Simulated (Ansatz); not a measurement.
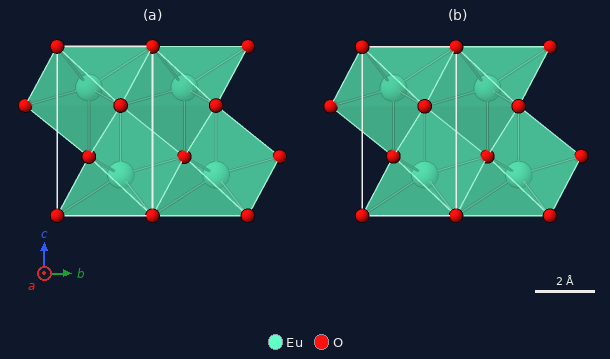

The structure of crystalline Eu2O3 (set up in P-3m1) before (left) and after (right) a relaxation, at one scale.

Style: polyhedral. Shown: the cell of the calculation, repeated 1 × 2 × 1 with one cell outlined, along the a axis.

The run lets cell and atoms move.

Computed with Kohn-Sham DFT of a periodic cell, PBEsol, Ansatz PAW (Ansatz).

The input:
```yaml
crystal:
  lattice:
    - [3.7882997899, 0.0, 0.0]
    - [-1.8941498949, 3.2807638552, 0.0]
    - [0.0, 0.0, 5.82083711]
  atoms:
    - { symbol: Eu, position: [0.3333333333, 0.6666666667, 0.24244409], spin: 7.0 }
    - { symbol: Eu, position: [0.6666666667, 0.3333333333, 0.75755591], spin: 7.0 }
    - { symbol: O, position: [0.3333333333, 0.6666666667, 0.65110357] }
    - { symbol: O, position: [0.6666666667, 0.3333333333, 0.34889643] }
    - { symbol: O, position: [0.0, 0.0, 0.0] }
hamiltonian:
  xc: pbesol
  pseudopotentials: { kind: paw }
magnetization:
  spin_polarized: true
kpoints:
  mp_grid: { grid: [8, 8, 5] }
scf:
  occupations: { method: fermi_dirac, width: 0.05 }
output:
  forces: true
  stress: true
  eigenvalues: true
  write_density: true
  write_potential: true
  elf: true
  volumetric_format: npy
relax:
  f_tol: 0.01
  max_steps: 40
  cell: { stress_tol: 0.05 }
```

Command:
```bash
ansatz run input.yaml --threads 2 --pin off --max-ram 5632MiB --backend cpu --events-out ev --progress --plain --runs-dir out
```

### Summarise the run.

The largest moves relative to the cell, 0.017 Å, are those of O atoms. Largest moves by element: O 0.017 Å, Eu 0.008 Å. The volume changes by −3.2 %, with a = b 3.788 → 3.731 Å (−1.5 %), c 5.821 → 5.808 Å (−0.2 %). Some distances before and after: Eu–O 2.379 → 2.348 Å, Eu–O 2.273 → 2.244 Å, Eu–O 2.603 → 2.578 Å, Eu–Eu 3.571 → 3.558 Å. The space group stays P-3m1 (No. 164). After 5 accepted moves (7 points after the start) the energy has fallen by 8.4 meV per atom. The largest force component goes from 0.27 to 0.0016 eV/Å. The pressure goes from −4.75 to −0.01 GPa. The SCF was repeated twice at an unchanged geometry on a basis and grid sized afresh for the cell, which shifted the energy by 1.3 meV per atom at most. The run took 38 s on 2 threads of Intel(R) Xeon(R) 6975P-C (Granite Rapids), on a shared host, peak memory 0.53 GiB.

Limits of the set-up: 4f states are treated without a Hubbard U.
